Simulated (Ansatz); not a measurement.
Zn10S9 (slab)

The calculation's input:

```
crystal:
  lattice:
    - [5.3565181502, 0.0, 0.0]
    - [-2.6782590751, 5.9887693533, 0.0]
    - [0.0, 0.0, 25.7797848359]
  atoms:
    - { symbol: Zn, position: [0.7, 0.4, 0.2909256244] }
    - { symbol: S, position: [0.8, 0.1, 0.3141561106] }
    - { symbol: Zn, position: [0.4, 0.8, 0.3373865967] }
    - { symbol: S, position: [0.5, 0.5, 0.3606170829] }
    - { symbol: Zn, position: [0.1, 0.2, 0.3838475691] }
    - { symbol: S, position: [0.2, 0.9, 0.4070780553] }
    - { symbol: Zn, position: [0.8, 0.6, 0.4303085415] }
    - { symbol: S, position: [0.9, 0.3, 0.4535390276] }
    - { symbol: Zn, position: [0.5, 0.0, 0.4767695138] }
    - { symbol: S, position: [0.6, 0.7, 0.5] }
    - { symbol: Zn, position: [0.2, 0.4, 0.5232304862] }
    - { symbol: S, position: [0.3, 0.1, 0.5464609724] }
    - { symbol: Zn, position: [0.9, 0.8, 0.5696914585] }
    - { symbol: S, position: [0.0, 0.5, 0.5929219447] }
    - { symbol: Zn, position: [0.6, 0.2, 0.6161524309] }
    - { symbol: S, position: [0.7, 0.9, 0.6393829171] }
    - { symbol: Zn, position: [0.3, 0.6, 0.6626134033] }
    - { symbol: S, position: [0.4, 0.3, 0.6858438894] }
    - { symbol: Zn, position: [0.0, 0.0, 0.7090743756] }
basis:
  ecutwfc: 420
kpoints:
  mp_grid: { grid: [6, 5, 1] }
hamiltonian:
  xc: pbesol
scf:
  occupations: { method: gaussian, width: 0.05 }
output:
  forces: true
  stress: true
  eigenvalues: true
  write_density: true
  write_potential: true
  elf: true
  volumetric_format: npy
efield:
  axis: 3
  dipole_correction: true
  ramp_width: 0.04
```

Launched as:

```sh
ansatz run input.yaml --threads 2 --pin off --max-ram 5120MiB --backend cpu --events-out ev --progress --plain --runs-dir out
```

Not relaxed (largest force 0.9 eV/Å).

Level of theory: DFT PBEsol, scalar-relativistic, plane waves, PAW (Ansatz 0.2.0).

Core electrons are frozen (PAW), and the valence fields are smoothed inside the atomic spheres.

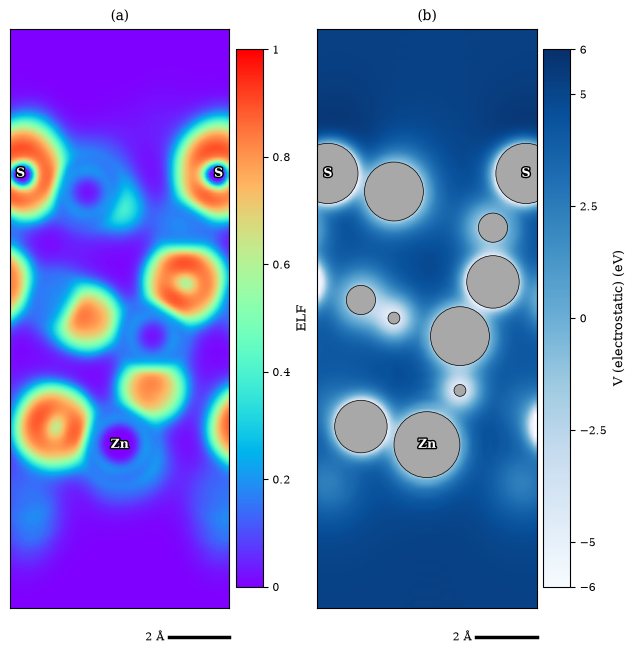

Figure 1. (a) ELF; (b) electrostatic potential energy of an electron on the (100) plane of the calculation cell, a cut from vacuum to vacuum. Grey discs cover the atomic cores in the potential map.

Q: Read the bonding off the picture.

A: The section cuts through Zn and S sites.
Atoms just off the plane (S, 0.5 Å away and Zn, 0.5 Å away) can leave unmarked features too.

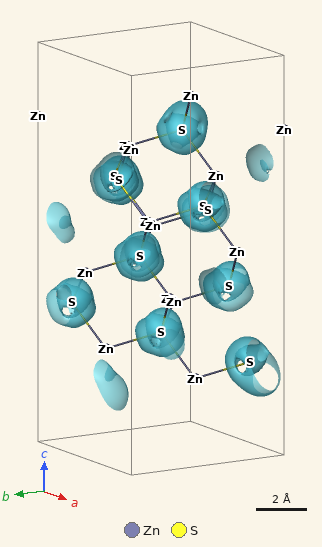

Figure 2. Isosurface of the electron localisation function at 0.8 (cyan), seen at an oblique angle. Core shells and regions of very low density are left out. Sticks mark near contacts.

Q: Describe the localisation domains.

A: The surface consists of nine regions wrapped around S (the valence shell of each), counted in one cell of 19 atoms. Counts are for one cell; the picture repeats the cell along the surface. Along the contacts the grid gives the following. Zn–S (2.32 Å): the ELF peaks at about 0.90 in the valence shell of S, 0.8 Å from its nucleus, and is about 0.55 at the midpoint.

Q: Metal or insulator at this level of theory?

A: It is gapless in this calculation (a metal or semimetal).
